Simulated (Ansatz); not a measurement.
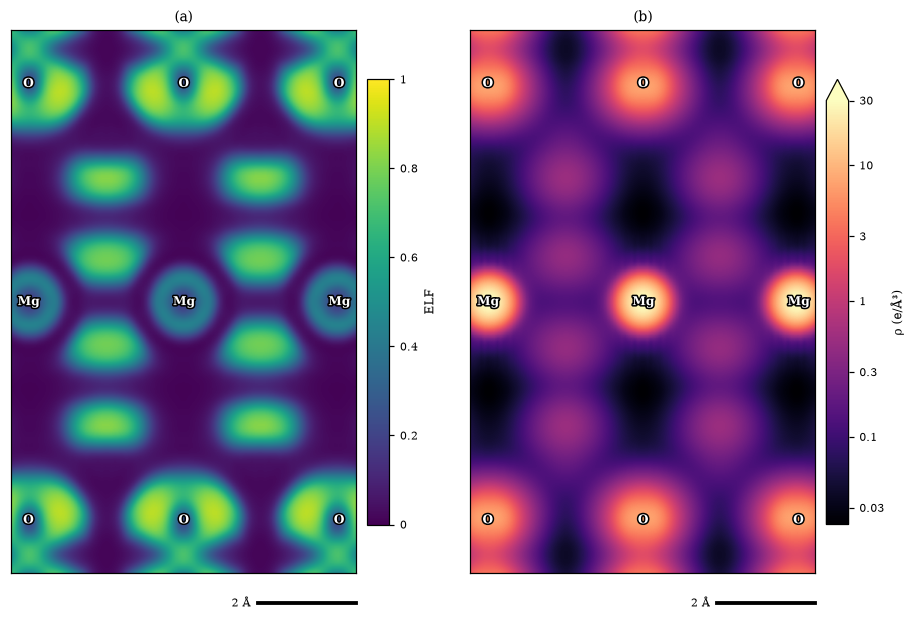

Figure 1: MgO2. (a) ELF; (b) valence electron density on the (010) plane of the conventional cell.

Space group R-3m; a structure from a database of computed crystals, not necessarily the ambient phase.

Theory: DFT PBEsol, scalar-relativistic, plane waves, PAW (Ansatz).

> What does the map show?

The plane passes through Mg and O nuclei.
Atoms just off the plane (Mg, 0.9 Å away and O, 0.9 Å away) can leave unmarked features too.
Between the atoms the lowest density in this plane is 0.02 e/Å³.

> Does the calculation make it a metal, or give it a gap?

It is gapped, with a Kohn–Sham gap of 2.5 eV on the k-point mesh (the band edges may lie off the mesh, which would make the gap smaller).
